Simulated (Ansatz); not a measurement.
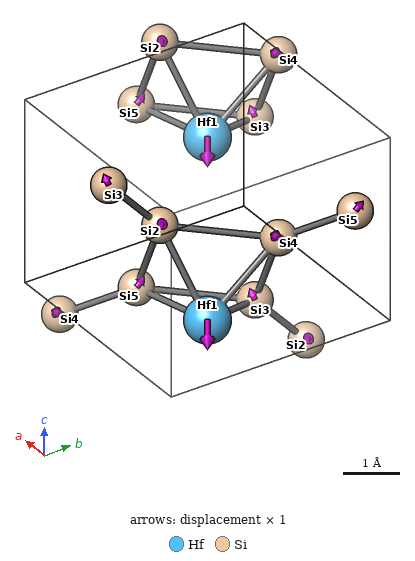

A relaxation of solid HfSi₄ (a generated structure, set up in P4mm) (coarse preliminary run). The starting structure is drawn; purple arrows show the displacements (the part carried along by the change of the cell is left out), at their true length.

The picture is a ball-and-stick view of the cell of the calculation, seen from a free direction.

All numbers below come from Ansatz 0.2.0, DFT PBE, scalar-relativistic, plane waves, PAW. (plane-wave cutoff 420 eV; k-point mesh 4 × 4 × 4; occupations gaussian; smearing width 0.1 eV; no spin polarisation; cell and atoms relaxed; force threshold 0.04 eV/Å; at most 70 steps)

What did the optimiser do to the structure, and how much energy did it gain?

Answer. The energy falls by 5372 meV per atom in 8 accepted moves (10 points after the start). The largest force component goes from 33 to 0.0033 eV/Å. The pressure goes from 135.59 to 0.23 GPa. At 2 points the geometry stayed and the basis and grid were re-selected for the new cell (energy shift of 34.5 meV per atom at most each time). The atom that moves furthest relative to the cell is Hf1 (0.64 Å along −c). By element the largest moves are Hf 0.64 Å, Si 0.25 Å. The drawn cell changes as follows: a = b 4.703 → 5.767 Å (+22.6 %), c 3.835 → 4.326 Å (+12.8 %); the volume changes by +69.6 %. Some distances before and after: Hf1–Si2 1.948 → 2.744 Å, Si2–Si3 1.645 → 2.389 Å, Si2–Si3 (another image) 3.058 → 3.378 Å, Hf1–Si2 (another image) 3.040 → 2.744 Å. Bond angles that change, for instance: Si2–Hf1–Si3 103.4° → 76.0°, Hf1–Si3–Si2 141.7° → 128.0°, Hf1–Si3–Si4 56.3° → 64.2°. The space group (tolerance 0.01 Å) goes from P4mm (No. 99) to P4/mmm (No. 123). The run took 2.1 min on 1 thread of Intel(R) Xeon(R) Processor @ 2.50GHz (Skylake/Cascade Lake) (shared host), peak memory 0.41 GiB.

Limits of the set-up: the k-point mesh is coarse for a cell with partly filled bands.
